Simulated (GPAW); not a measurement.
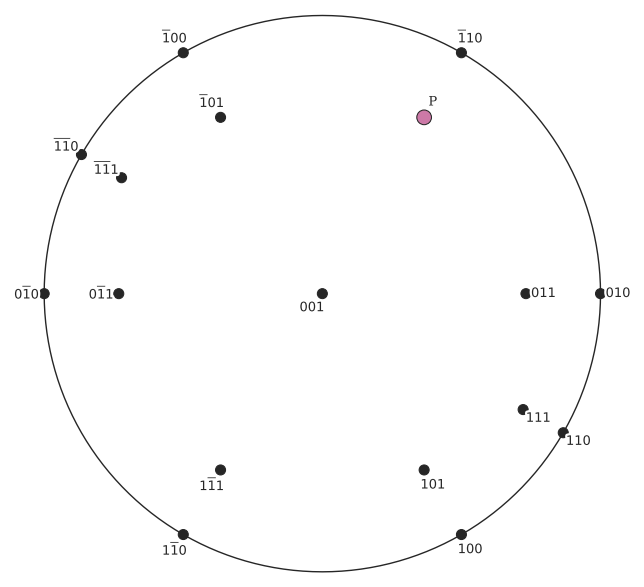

Stereographic projection of plane normals (upper hemisphere) centred on (0 0 1). Crystal: Al2O3, an entry of the Crystallography Open Database, as set up for an electronic-structure calculation. Symmetry computed with spglib at a tolerance of 0.002 Å; standard conventional cell.

a = 4.760 Å, b = 4.760 Å, c = 12.996 Å, α = 90.00°, β = 90.00°, γ = 120.00°.

**Index the pole marked P.**

P is (−1 1 1), in four indices (−1 1 0 1), 72.4° from the centre.

**What is the angle between the normals of (−1 −1 1) and (0 0 1), and what are their d_hkl = 1/|g|?**

79.6°; d = 2.341 Å and 12.996 Å.
